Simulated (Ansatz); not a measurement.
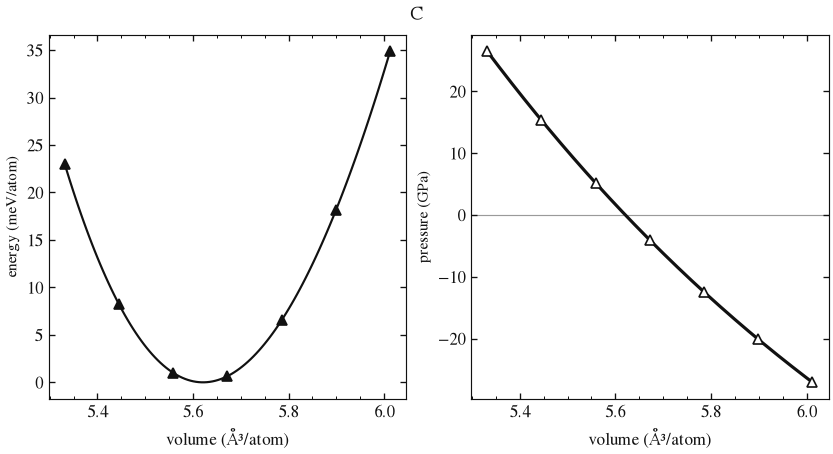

The plot gives the computed energy and pressure against volume for C, space group P6_3/mmc (No. 194).

Starting cell:
```yaml
crystal:
  lattice:
    - [2.52210, 0.00000, 0.00000]
    - [-1.26105, 2.18420, 0.00000]
    - [0.00000, 0.00000, 8.23710]
  atoms:
    - { symbol: C, position: [0.66667, 0.33333, 0.84375] }
    - { symbol: C, position: [0.33333, 0.66667, 0.34375] }
    - { symbol: C, position: [0.66667, 0.33333, 0.65625] }
    - { symbol: C, position: [0.33333, 0.66667, 0.15625] }
    - { symbol: C, position: [0.00000, 0.00000, 0.90625] }
    - { symbol: C, position: [0.00000, 0.00000, 0.40625] }
    - { symbol: C, position: [0.00000, 0.00000, 0.59375] }
    - { symbol: C, position: [0.00000, 0.00000, 0.09375] }
```

Method: plane-wave DFT, no spin polarisation; energies at scaled volumes of the given cell, shape and fractions fixed, counted from the fit's minimum, third-order Birch-Murnaghan fit (Ansatz 0.2.0). Level: r2SCAN with D4.

```
       setting        value
        k mesh      12×12×4
   occupations  Fermi–Dirac
smearing width      0.05 eV
    potentials   Ansatz PAW
   wave cutoff       500 eV
density cutoff      2000 eV
```

Question: How stiff is the solid, and where is its volume at rest?

Answer: A third-order Birch–Murnaghan fit gives V0 = 5.62 Å³/atom, B0 = 456 GPa and B′ = 3.7.

Question: How does the pressure vary with volume?

Answer: It falls from 26.49 GPa at volume 5.3317 Å³/atom to −27.09 GPa at 6.0124 Å³/atom, and changes sign near 5.62 Å³/atom.

Limits of the calculation: shape and atomic fractions are frozen while scaling, which makes layered, chain and framework solids too stiff.

The computed values:

| volume (Å³/atom) | energy (meV/atom) | pressure (GPa) |
| --- | --- | --- |
| 5.3317 | 22.95 | 26.49 |
| 5.4452 | 8.20 | 15.34 |
| 5.5586 | 1.00 | 5.18 |
| 5.6720 | 0.65 | −4.06 |
| 5.7855 | 6.55 | −12.47 |
| 5.8989 | 18.13 | −20.12 |
| 6.0124 | 34.88 | −27.09 |
